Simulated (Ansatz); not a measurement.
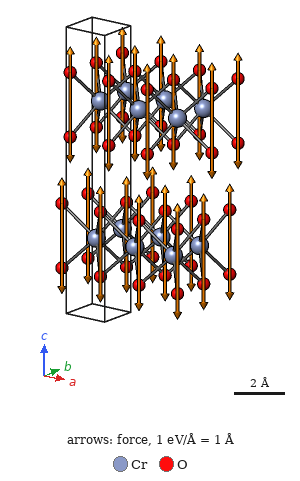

Starting geometry of solid CrO$_{2}$ (a generated structure, set up in P6_3/mmc) (coarse preliminary run) with the computed forces as orange arrows. A ball-and-stick model of the cell of the calculation, repeated 3 × 2 × 1 with one cell outlined, seen slightly off an axis.

Case: Mo → Cr, Se → O on all its sites, cell and atoms relaxed.

The calculation used DFT PBE, scalar-relativistic, plane waves, PAW (Ansatz 0.2.0).

The input:
```yaml
crystal:
  lattice:
    - [2.6036480525, 0.0, 0.0]
    - [-1.3018240263, 2.254825356, 0.0]
    - [0.0, 0.0, 11.6245148143]
  atoms:
    - { symbol: Cr, position: [0.6666666667, 0.3333333333, 0.75] }
    - { symbol: Cr, position: [0.3333333333, 0.6666666667, 0.25] }
    - { symbol: O, position: [0.3333333333, 0.6666666667, 0.8625458242] }
    - { symbol: O, position: [0.6666666667, 0.3333333333, 0.3625458242] }
    - { symbol: O, position: [0.3333333333, 0.6666666667, 0.6374541758] }
    - { symbol: O, position: [0.6666666667, 0.3333333333, 0.1374541758] }
basis:
  ecutwfc: 420
kpoints:
  mp_grid: { grid: [12, 12, 2] }
hamiltonian:
  xc: pbe
scf:
  occupations: { method: gaussian, width: 0.1 }
output:
  forces: true
  stress: true
  eigenvalues: true
relax:
  adjacent_minimum: "off"
  f_tol: 0.05
  max_steps: 60
  cell: { stress_tol: 0.5 }
```

Launched with:
```bash
ansatz run input.yaml --threads 1 --pin off --max-ram 2560MiB --backend cpu --events-out ev --progress --plain --runs-dir out
```

**Is this structure relaxed? If not, where do the atoms go?**

It isn't relaxed: the largest force vector, on O atoms, is 3.69 eV/Å. The atoms end up moving mostly along the starting forces (cosine between the two patterns 1.00). The largest moves relative to the cell, 0.15 Å, are those of O3, O4, O5 and O6. O5 goes along +c. Cr stays in place. Cell: a = b 2.604 → 2.620 Å (+0.6 %), c 11.625 → 11.565 Å (−0.5 %). Volume +0.7 %. Some distances before and after: Cr1–O3 1.993 → 1.904 Å, Cr1–Cr1 2.604 → 2.620 Å. Bond angles that change, for instance: O3–Cr1–O5 82.1° → 74.8°, O3–Cr1–O3 81.6° → 87.0°, Cr1–O3–Cr1 81.6° → 87.0°. The space group stays P6_3/mmc (No. 194). Over 4 accepted moves (5 points after the start) the energy falls by 1.213 eV per cell of the calculation. Largest force component: 3.7 eV/Å at the start, 0.0082 eV/Å at the end. The pressure goes from −17.91 to 0.15 GPa. At 1 point the geometry stayed and the basis and grid were re-selected for the new cell (energy shift of 2.6 meV per cell of the calculation at most each time).
